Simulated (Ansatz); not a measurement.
**MgI₂: density, localisation and related maps**

The calculation's input:

```
crystal:
  lattice:
    - [4.14, 0.0, 0.0]
    - [-2.07, 3.5853451717, 0.0]
    - [0.0, 0.0, 6.88]
  atoms:
    - { symbol: I, position: [0.6666666667, 0.3333333333, 0.75] }
    - { symbol: I, position: [0.3333333333, 0.6666666667, 0.25] }
    - { symbol: Mg, position: [0.0, 0.0, 0.0] }
hamiltonian:
  xc: pbesol
  pseudopotentials: { kind: paw }
kpoints:
  mp_grid: { grid: [8, 8, 4] }
  band_path:
    path:
      - [[0.0, 0.0, 0.0], [0.5, 0.0, 0.0], [0.3333333333, 0.3333333333, 0.0], [0.0, 0.0, 0.0], [0.0, 0.0, 0.5], [0.5, 0.0, 0.5], [0.3333333333, 0.3333333333, 0.5], [0.0, 0.0, 0.5]]
      - [[0.5, 0.0, 0.5], [0.5, 0.0, 0.0]]
      - [[0.3333333333, 0.3333333333, 0.0], [0.3333333333, 0.3333333333, 0.5]]
    npoints: 14
scf:
  occupations: { method: fermi_dirac, width: 0.05 }
  n_extra_bands: 7
output:
  forces: true
  stress: true
  eigenvalues: true
  fatbands: false
  write_density: true
  write_potential: true
  elf: true
  volumetric_format: npy
```

Launched as:

```sh
ansatz run input.yaml --threads 2 --pin off --max-ram 5632MiB --backend cpu --events-out ev --progress --plain --runs-dir out
```

Below, planes, directions and counts refer to the conventional cell (a = 4.14 Å, b = 4.14 Å, c = 6.88 Å, α = 90.00°, β = 90.00°, γ = 120.00°).

Space group P-3m1.

Computed with Ansatz, Kohn-Sham DFT of a periodic cell, PBEsol, Ansatz PAW.

The density is the valence pseudo-density of a PAW calculation; it isn't the true density close to the nuclei.

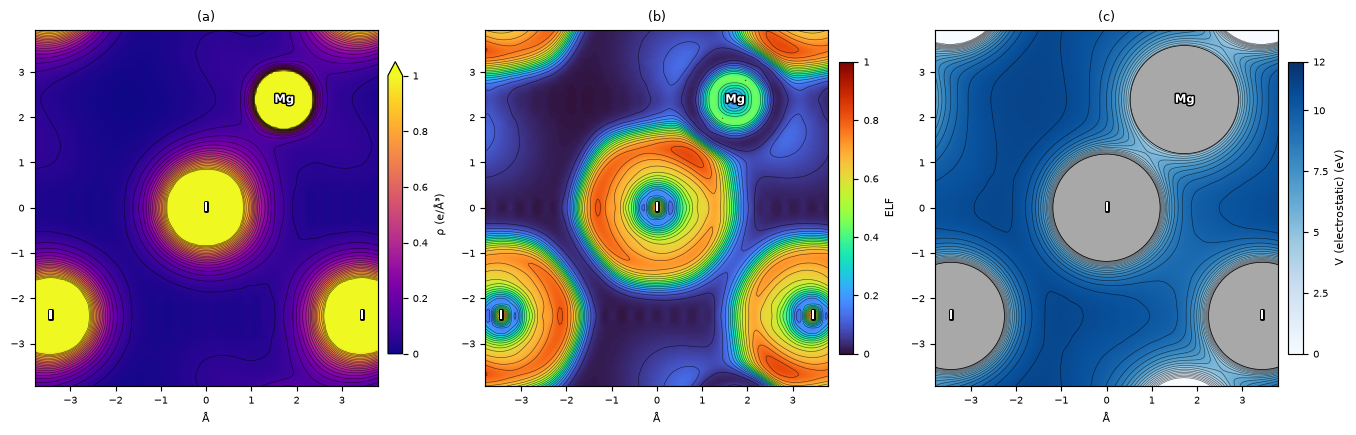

Figure 1. (a) valence charge density (pseudo); (b) ELF; (c) electrostatic potential energy of an electron on the (110) plane of the conventional cell. Grey discs cover the atomic cores in the potential map.

> Describe what can be read from this map.

The plane passes through I and Mg nuclei. Mg–I (2.94 Å): ρ at the midpoint is about 0.25 e/Å³; the ELF peaks at about 0.80 in the valence shell of I, 1.4 Å from its nucleus, and falls to about 0.05 next to Mg (an ionic contact with no shared pair). Between the atoms the lowest density in this plane is 0.006 e/Å³. Outside the cores the potential energy rises away from the atoms and is highest about 2.9 Å from the nearest atoms; its zero is arbitrary.

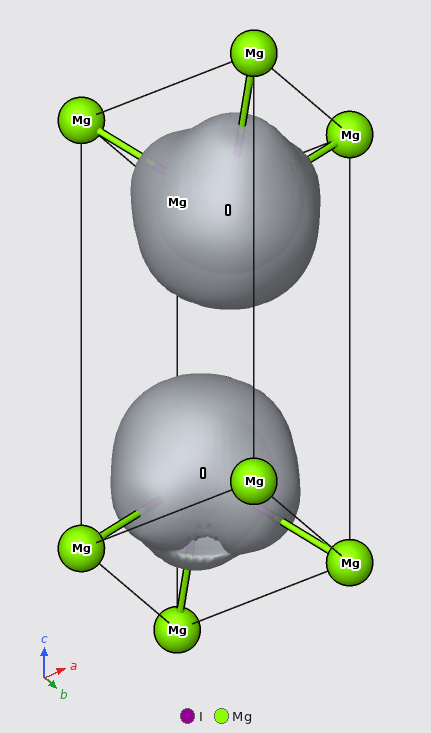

Figure 2. Isosurface of the electron localisation function at 0.7 (grey), seen at an oblique angle. Core shells and regions of very low density are left out. Sticks mark near contacts.

> Identify the bonds, lone pairs and shells in this picture.

At this value the surface marks out two regions wrapped around I (the valence shell of each), counted in one cell of 3 atoms. Regions shared between cells count once.

> Does the calculation give a band gap?

It is gapped, with a Kohn–Sham gap of 3.4 eV on the k-point mesh, an upper bound to the gap of this method.
